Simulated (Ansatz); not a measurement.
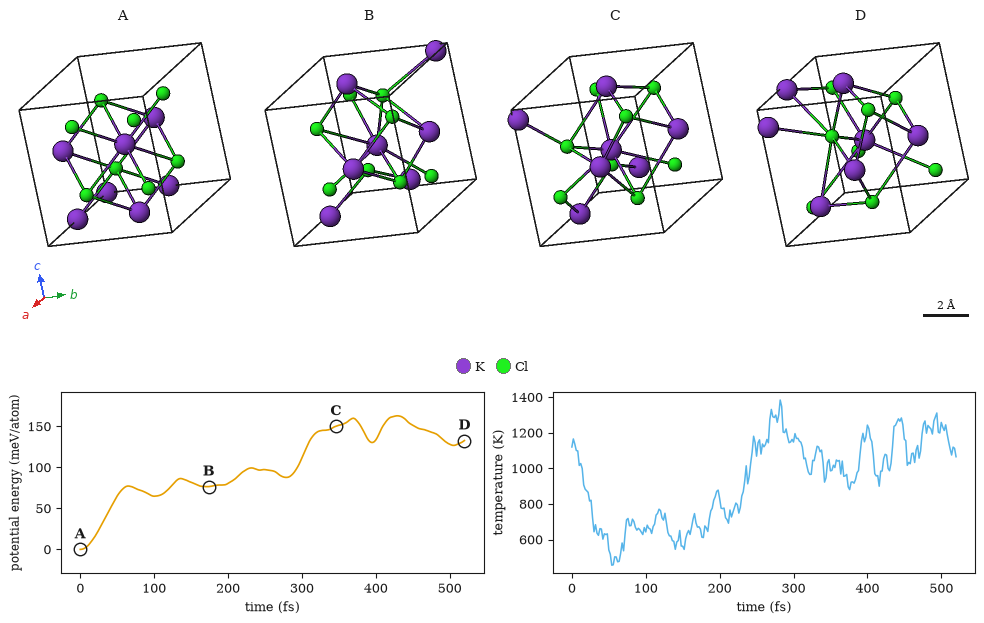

A Born-Oppenheimer molecular dynamics run of KCl with a K vacancy (15 atoms in the cell), 520 fs long. Frames (A at 0 fs, B at 174 fs, C at 346 fs, D at 520 fs) and the history of the run. Style: ball-and-stick. Shown: the reduced simulation cell, slightly off an axis. Atoms that leave the cell re-enter on the other side. Bonds to atoms that aren't drawn are left out. Lengths and directions refer to the drawn axes.

Level of theory: Ansatz 0.2.0, DFT PBEsol, scalar-relativistic, plane waves, PAW. Settings: plane-wave cutoff 420 eV; k-point mesh 1 × 1 × 1; Fermi-Dirac smearing 0.05 eV; low-accuracy preset; Langevin thermostat (NVT); set temperature 1200 K; time step 2 fs; friction 0.005 per fs.

Input file:
```yaml
accuracy: low
crystal:
  lattice:
    - [0.0, 6.274726, 6.274726]
    - [6.274726, 0.0, 6.274726]
    - [6.274726, 6.274726, 0.0]
  atoms:
    - { symbol: K, position: [0.0, 0.0, 0.0] }
    - { symbol: Cl, position: [0.25, 0.25, 0.25] }
    - { symbol: Cl, position: [0.25, 0.25, 0.75] }
    - { symbol: K, position: [0.0, 0.5, 0.0] }
    - { symbol: Cl, position: [0.25, 0.75, 0.25] }
    - { symbol: K, position: [0.0, 0.5, 0.5] }
    - { symbol: Cl, position: [0.25, 0.75, 0.75] }
    - { symbol: K, position: [0.5, 0.0, 0.0] }
    - { symbol: Cl, position: [0.75, 0.25, 0.25] }
    - { symbol: K, position: [0.5, 0.0, 0.5] }
    - { symbol: Cl, position: [0.75, 0.25, 0.75] }
    - { symbol: K, position: [0.5, 0.5, 0.0] }
    - { symbol: Cl, position: [0.75, 0.75, 0.25] }
    - { symbol: K, position: [0.5, 0.5, 0.5] }
    - { symbol: Cl, position: [0.75, 0.75, 0.75] }
basis:
  ecutwfc: 420.0
kpoints:
  mp_grid: { grid: [1, 1, 1] }
hamiltonian:
  xc: pbesol
scf:
  occupations: { method: fermi_dirac, width: 0.05 }
  lower_state_search: "off"
md:
  timestep: 2
  n_steps: 260
  ensemble: nvt_langevin
  temperature: 1200.0
  initial_velocities: maxwell_boltzmann
  seed: 779951
  friction: 0.005
```

Launched with:
```bash
ansatz run input.yaml --threads 1 --pin off --max-ram 3072MiB --backend cpu --events-out ev --progress --plain --runs-dir out
```

**Describe the run.**

Over the second half the temperature averages 1116 K (spread ±115 K). The potential energy in the second half lies on average 137 meV per atom above the first frame. Root-mean-square distances from the starting positions over the second half, with the common drift of all atoms taken out: K 0.84 Å, Cl 0.80 Å. Against the typical shortest distance between atoms in the first frame, about 3.1 Å these are large excursions, but over 520 fs one can't yet tell strong vibration from the start of diffusion.

Limits of the set-up: the cell has an odd number of electrons but was run without spin polarisation; the program's low-accuracy preset was used.
